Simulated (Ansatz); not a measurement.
## TaN: a changed input and its effect

System: TaN (Pmn2₁, 4 atoms in the cell).
Method of run 1: DFT PBEsol, scalar-relativistic, plane waves, PAW, no spin polarisation (Ansatz 0.2.0).

The structure derives from an entry of the Crystallography Open Database. Text and figures count atoms from 1; the logs count them from 0 in places.

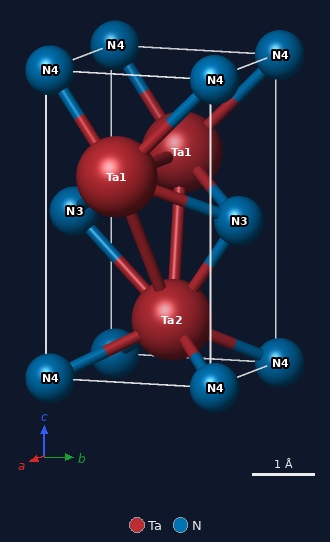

The structure (ball-and-stick view of the cell of the calculation, set on other vectors, seen slightly off an axis; atoms are numbered from 1 in the order of the input). An atom can appear more than once, as a periodic image. Near neighbours in the periodic cell (some may lie outside the picture): Ta has 6 N at 2.05 to 2.40 Å and 8 Ta at 2.87 to 2.95 Å; N has 6 Ta at 2.05 to 2.40 Å.

## The input, run 1
```yaml
crystal:
  lattice:
    - [0.0, 0.0, 2.8707276426]
    - [2.9239890448, 0.0, 0.0]
    - [0.0, 5.0644975863, 0.0]
  atoms:
    - { symbol: Ta, position: [0.4303312522, 0.0, 0.3333333333] }
    - { symbol: Ta, position: [0.5696687478, 0.5, 0.8333333333] }
    - { symbol: "N", position: [-0.0254755678, 0.5, 0.5] }
    - { symbol: "N", position: [0.0254755678, 0.0, 0.0] }
basis:
  ecutwfc: 420
kpoints:
  mp_grid: { grid: [20, 20, 12] }
hamiltonian:
  xc: pbesol
scf:
  occupations: { method: gaussian, width: 0.15 }
output:
  forces: true
  stress: true
  eigenvalues: true
```

Launched with:
```bash
ansatz run input.yaml --threads 2 --pin off --max-ram 5120MiB --backend cpu --events-out ev --progress --plain --runs-dir out
```

Hardware: 2 threads of AMD EPYC (Zen 3), 32 GiB of memory available, shared host.

## Output, shortened to warnings, some set-up lines, iterations and results (run 1)
```
Basis set: ecut = 420 eV, 829 PW (Γ), exchange–correlation on 40×40×72 points (8 copies of the dense FFT grid, shifted against one another)
Symmetry: 4 space group operations
k-points: 847 of 4800 (time reversal used)
Initial density: superposition of atomic densities (neutral atoms: chi_scale 0, normalization atom), corrected by the library's trained network
[...]
SCF iter   1: F=—  HF=-20374.472380 eV  |F-HF|=—  |Δ(HF+E_count)|=         —  Δρ=1.85e-2  dr2=1.43e-1  ethr=1.77e-3  ⟨swp⟩=5.0  Hψ=82050  notcnv=0
SCF iter   2: F=—  HF=-20374.441549 eV  |F-HF|=—  |Δ(HF+E_count)|=   3.08e-2  Δρ=5.41e-3  dr2=8.07e-3  ethr=3.98e-4  ⟨swp⟩=1.7  Hψ=27964  notcnv=0
SCF iter   3: F=—  HF=-20374.440559 eV  |F-HF|=—  |Δ(HF+E_count)|=   9.90e-4  Δρ=2.79e-3  dr2=2.36e-3  ethr=2.24e-5  ⟨swp⟩=1.7  Hψ=21122  notcnv=0
SCF iter   4: F=—  HF=-20374.440074 eV  |F-HF|=—  |Δ(HF+E_count)|=   4.85e-4  Δρ=3.96e-4  dr2=4.75e-5  ethr=6.54e-6  ⟨swp⟩=2.4  Hψ=25550  notcnv=0
SCF iter   5: F=—  HF=-20374.440096 eV  |F-HF|=—  |Δ(HF+E_count)|=   2.26e-5  Δρ=8.17e-5  dr2=2.33e-6  ethr=1.32e-7  ⟨swp⟩=2.0  Hψ=26277  notcnv=0
SCF iter   6: F=-20374.440096 eV  HF=-20374.440096 eV  |F-HF|=2.49e-8  |Δ(HF+E_count)|=   2.24e-7  Δρ=1.34e-5  dr2=8.46e-8  ethr=2.78e-10  ⟨swp⟩=4.0  Hψ=87437  notcnv=0
SCF 1 converged in 6 iterations: F = -20374.440096 eV  dr2 = 8.46e-8
SCF converged after 6 iterations
Free energy (F): -20374.440096 eV
Harris-Foulkes:  -20374.440096 eV  (|F-HF|=2.49e-8)
Internal energy: -20374.438018 eV  (E = F + TS)
E sigma→0 (E₀):  -20374.439057 eV
Entropy (-TS):   -0.002078 eV (-0.519 meV/atom)
Fermi energy:    20.522072 eV
--- Per-component energies (eV) ---
  E_band       = -97.679839
  E_kinetic    = 1002.688017
  E_local      = -1204.742407  (includes V_loc(G=0)·N_el)
  E_nonlocal   = 126.379857
  E_hartree    = 406.777597
  E_xc         = -556.917561
  E_vxc        = -564.758823  (∫ρ·V_xc dr)
  E_paw        = -16791.488787  (= ΣΔE_a)
  E_vpaw       = -270.796957  (= ΣTr[D̂ρ^β])
  E_aug_tail   = 0.000497  (compensation charges beyond the density's cutoff)
  E_ewald      = -3357.618722
  E_core_change = 0.483491  (= ΣΔE_core)
  E_smearing   = -0.002078  (= −TS)
  E_closure    = 0.000000  (closes the sum)
  Σ components = -20374.440096   (vs F -20374.440096, Δ=0.00e0)
--- Forces (eV/Å), atoms counted from 1 ---
  atom   1  Ta     0.00000000     0.61897969     4.07781851
  atom   2  Ta     0.00000000     0.61897969    -4.07781851
  atom   3  N      0.00000000    -0.61897761     0.04730646
  atom   4  N      0.00000000    -0.61897761    -0.04730646
  max |Σ_I F_I| component: 4.15e-6 eV/Å
--- Stress (GPa, compression-positive) ---
        3.544513       0.000000       0.000000
        0.000000      15.039909       0.000000
        0.000000       0.000000       7.192316
  P = ⅓ Tr σ = 8.5922 GPa (85.922 kbar)
```

For run 2 the input was changed thus:
```diff
-    - { symbol: Ta, position: [0.4303312522, 0.0, 0.3333333333] }
-    - { symbol: Ta, position: [0.5696687478, 0.5, 0.8333333333] }
-    - { symbol: "N", position: [-0.0254755678, 0.5, 0.5] }
-    - { symbol: "N", position: [0.0254755678, 0.0, 0.0] }
+    - { symbol: Ta, position: [0.5609601543, 0.0, 0.3333333333] }
+    - { symbol: Ta, position: [0.4390398457, 0.5, 0.8333333333] }
+    - { symbol: "N", position: [0.0222911218, 0.5, 0.5] }
+    - { symbol: "N", position: [-0.0222911218, 0.0, 0.0] }
```

What does this change do to the results?

With the same functional and potentials, run 2 lies 48.4 meV per atom lower. The pressure goes from 8.59 to 6.63 GPa. The largest force goes from 4.125 to 3.655 eV/Å. The number of SCF iterations is the same.

## Output, shortened to warnings, some set-up lines, iterations and results (run 2)
```
Basis set: ecut = 420 eV, 829 PW (Γ), exchange–correlation on 40×40×72 points (8 copies of the dense FFT grid, shifted against one another)
Symmetry: 4 space group operations
k-points: 847 of 4800 (time reversal used)
Initial density: superposition of atomic densities (neutral atoms: chi_scale 0, normalization atom), corrected by the library's trained network
[...]
SCF iter   1: F=—  HF=-20374.664720 eV  |F-HF|=—  |Δ(HF+E_count)|=         —  Δρ=1.83e-2  dr2=1.39e-1  ethr=1.77e-3  ⟨swp⟩=5.0  Hψ=81939  notcnv=0
SCF iter   2: F=—  HF=-20374.634863 eV  |F-HF|=—  |Δ(HF+E_count)|=   2.99e-2  Δρ=5.27e-3  dr2=7.27e-3  ethr=3.87e-4  ⟨swp⟩=1.7  Hψ=28131  notcnv=0
SCF iter   3: F=—  HF=-20374.634077 eV  |F-HF|=—  |Δ(HF+E_count)|=   7.86e-4  Δρ=2.71e-3  dr2=2.10e-3  ethr=2.02e-5  ⟨swp⟩=1.8  Hψ=21565  notcnv=0
SCF iter   4: F=—  HF=-20374.633693 eV  |F-HF|=—  |Δ(HF+E_count)|=   3.84e-4  Δρ=3.86e-4  dr2=4.53e-5  ethr=5.84e-6  ⟨swp⟩=2.4  Hψ=25489  notcnv=0
SCF iter   5: F=—  HF=-20374.633735 eV  |F-HF|=—  |Δ(HF+E_count)|=   4.16e-5  Δρ=8.38e-5  dr2=2.47e-6  ethr=1.26e-7  ⟨swp⟩=2.0  Hψ=26277  notcnv=0
SCF iter   6: F=-20374.633735 eV  HF=-20374.633735 eV  |F-HF|=2.13e-8  |Δ(HF+E_count)|=   2.73e-7  Δρ=1.29e-5  dr2=7.79e-8  ethr=2.78e-10  ⟨swp⟩=4.1  Hψ=87961  notcnv=0
SCF 1 converged in 6 iterations: F = -20374.633735 eV  dr2 = 7.79e-8
SCF converged after 6 iterations
Free energy (F): -20374.633735 eV
Harris-Foulkes:  -20374.633735 eV  (|F-HF|=2.13e-8)
Internal energy: -20374.631944 eV  (E = F + TS)
E sigma→0 (E₀):  -20374.632839 eV
Entropy (-TS):   -0.001791 eV (-0.448 meV/atom)
Fermi energy:    20.483023 eV
--- Per-component energies (eV) ---
  E_band       = -97.825192
  E_kinetic    = 1002.056705
  E_local      = -1201.493327  (includes V_loc(G=0)·N_el)
  E_nonlocal   = 126.151148
  E_hartree    = 405.385399
  E_xc         = -556.817963
  E_vxc        = -564.633583  (∫ρ·V_xc dr)
  E_paw        = -16791.373726  (= ΣΔE_a)
  E_vpaw       = -270.672503  (= ΣTr[D̂ρ^β])
  E_aug_tail   = 0.000504  (compensation charges beyond the density's cutoff)
  E_ewald      = -3359.024174
  E_core_change = 0.483491  (= ΣΔE_core)
  E_smearing   = -0.001791  (= −TS)
  E_closure    = 0.000000  (closes the sum)
  Σ components = -20374.633735   (vs F -20374.633735, Δ=0.00e0)
--- Forces (eV/Å), atoms counted from 1 ---
  atom   1  Ta     0.00000000     0.47489576    -3.62410296
  atom   2  Ta     0.00000000     0.47489576     3.62410296
  atom   3  N      0.00000000    -0.47489339    -0.05818711
  atom   4  N      0.00000000    -0.47489339     0.05818711
  max |Σ_I F_I| component: 4.73e-6 eV/Å
--- Stress (GPa, compression-positive) ---
        2.709701       0.000000       0.000000
        0.000000      11.558197       0.000000
        0.000000       0.000000       5.608429
  P = ⅓ Tr σ = 6.6254 GPa (66.254 kbar)
```

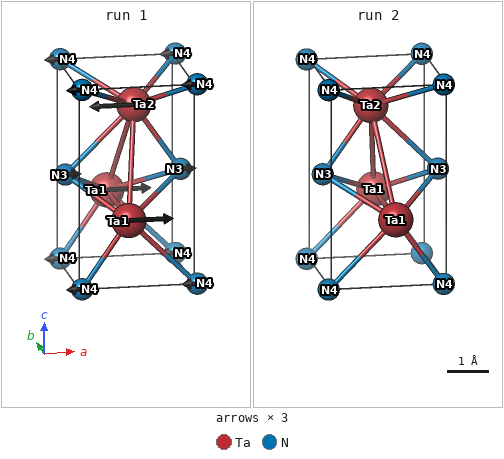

The two input geometries at one scale (ball-and-stick view of the cell of the calculation, seen slightly off an axis). The black arrows on the first give the shifts of the atoms relative to the cell, with their mean removed, magnified 3 times. The largest moves, 0.38 Å, are those of Ta1 and Ta2. By element the largest moves are Ta 0.38 Å, N 0.14 Å. (The mean shift of all atoms is removed.) The cell doesn't change. Among the contacts that change: Ta1–N4 2.402 → 2.069 Å, Ta1–N3 2.300 → 2.146 Å, Ta1–Ta2 2.951 → 2.945 Å.

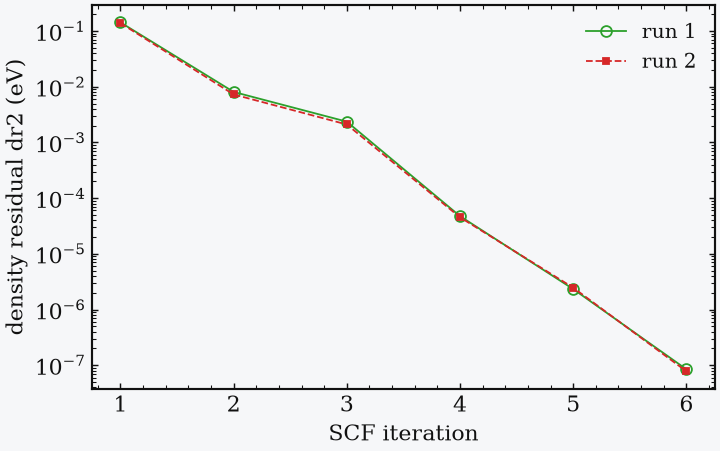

Convergence of the two runs: density residual dr2 against the SCF iteration. Run 1 takes 6 iterations in all, and run 2 takes 6.

## The two runs side by side

| quantity | run 1 | run 2 |
| --- | --- | --- |
| outcome | converged | converged |
| free energy per atom (eV) | −5093.6100 | −5093.6584 |
| energy per atom, smearing taken to zero (eV) | −5093.6098 | −5093.6582 |
| gap on the mesh (eV) | 0.00 | 0.00 |
| pressure (GPa) | 8.59 | 6.63 |
| largest force (eV/Å) | 4.125 | 3.655 |
| SCF iterations | 6 | 6 |
| irreducible k-points | 847 | 847 |
| plane waves at Γ | 829 | 829 |
| wall time (shared host) | 20 s | 20 s |

For both runs: Spin–orbit coupling is left out, which matters for Ta.
